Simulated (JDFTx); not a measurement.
## Energy of TaS₂ along an even scaling of the cell

System: TaS₂ (3 atoms in the cell).
Method: Kohn-Sham DFT of a periodic cell, PBEsol, PseudoDojo-SR-PBEsol-0.4.1-standard, no spin polarisation (JDFTx 1.7.0 (patched build)).

The 7 runs differ only in the geometry, by an even scaling of the cell at fixed fractional positions. The structure derives from an entry of the Crystallography Open Database.

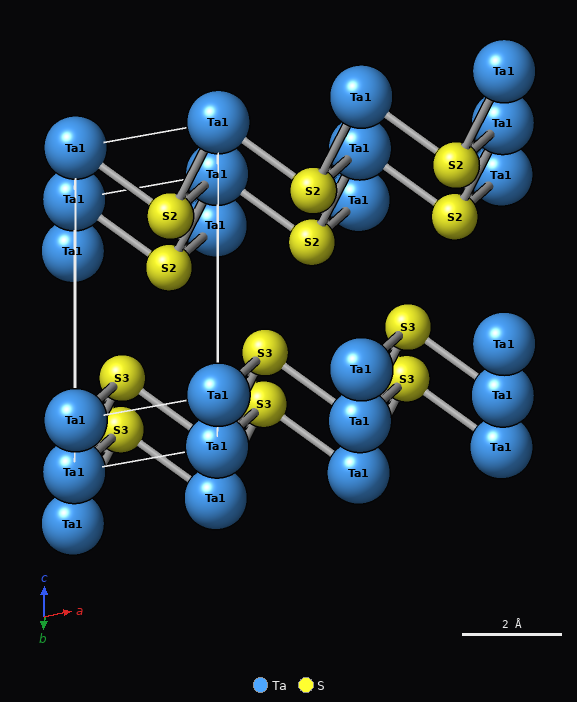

Figure 1. The structure of run 4 (ball-and-stick view of the cell of the calculation, repeated 3 × 2 × 1, seen at an oblique angle; atoms are numbered from 1 in the order of the input). An atom can appear more than once, as a periodic image.

### Input of run 4
```
lattice \
    6.3305825175    -3.1652912587     0.0000000000 \
    0.0000000000     5.4824452809     0.0000000000 \
    0.0000000000     0.0000000000    11.0737950903
coords-type Lattice
ion Ta     0.0000000000     0.0000000000     0.0000000000 1
ion S      0.6666666667     0.3333333333     0.7500000000 1
ion S      0.3333333333     0.6666666667     0.2500000000 1

ion-species pseudo/Ta.upf
ion-species pseudo/S.upf
elec-cutoff 29 232
elec-ex-corr gga-PBEsol
kpoint-folding 9 9 5
elec-smearing Fermi 0.0018374661
elec-n-bands 19
electronic-SCF nIterations 100 energyDiffThreshold 1e-09
electronic-minimize nIterations 30 energyDiffThreshold 1e-7
forces-output-coords Cartesian

dump-name run.$VAR
dump End Ecomponents EigStats BandEigs Kpoints Forces Stress
```

Command:
```bash
jdftx -c 1 -i TaS2.in -o TaS2.out
```

Run 2 differs from it as follows:
```diff
-    6.3305825175    -3.1652912587     0.0000000000 \
-    0.0000000000     5.4824452809     0.0000000000 \
-    0.0000000000     0.0000000000    11.0737950903
+    6.2450236169    -3.1225118084     0.0000000000 \
+    0.0000000000     5.4083490996     0.0000000000 \
+    0.0000000000     0.0000000000    10.9241308641
```

### Results, with one run withheld

```tsv
run	volume per atom (Å³)	free energy per atom, from the lowest run given (meV)	pressure (GPa)
1	17.845	73.11	14.77
2	18.225	?	?
3	18.605	21.02	7.45
4	18.984	7.15	4.30
5	19.364	0.37	1.46
6	19.744	0.00	−1.12
7	20.123	5.43	−3.44
```

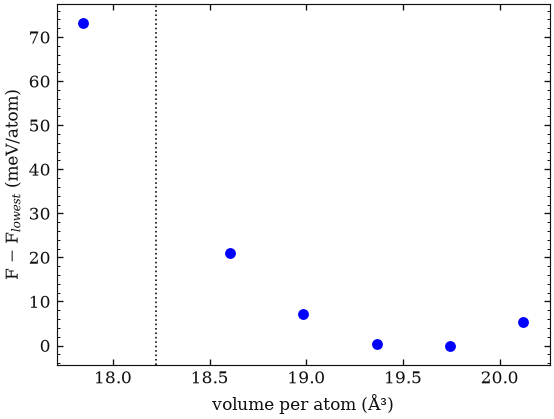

Figure 2. Free energy per atom of the runs given; the dotted line marks run 2.

Estimate the energy of run 2 from the others.

A cubic polynomial in V^(−2/3) (the Birch–Murnaghan form), fitted to the 6 runs given, misses them by at most 0.01 meV per atom. With x = V^(−2/3) − 0.14002 Å⁻², it reads F = 4.6704 + 4493.2 x + 9.5952e+05 x² + 2.6116e+05 x³ (meV per atom). At run 2 it gives 42.73 meV per atom, and the run itself gives 42.73. The slope of the fit gives a pressure −dF/dV of 10.92 GPa there, and the run prints 10.92 GPa. The fit has its minimum at 19.575 Å³ per atom, where V d²F/dV² gives 132 GPa. Cell shape and fractional positions are held, so this is the stiffness under even scaling; the relaxed bulk modulus wasn't computed and can be far lower in a crystal of layers, chains or molecules like this one.

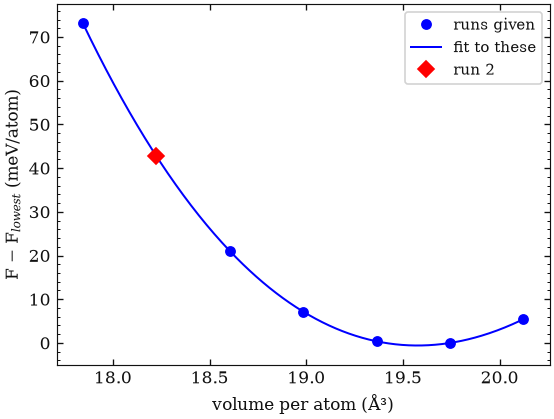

Figure 3. The fit and the withheld run.

### Some lines of the output (run 2)
```
[...]
unit cell volume = 368.965
     Etot =      -79.7512466351689255
        F =      -79.7517779094687000
	HOMO-LUMO gap: +0.000412
	Optical gap  : +0.026159 at state 0 ( [ +0.000000 +0.000000 +0.000000 ] spin 0 )
```

Notes: Spin–orbit coupling is left out, which matters for Ta. The cell holds an odd number of electrons but the run has no spin polarisation, so a band is left half filled.
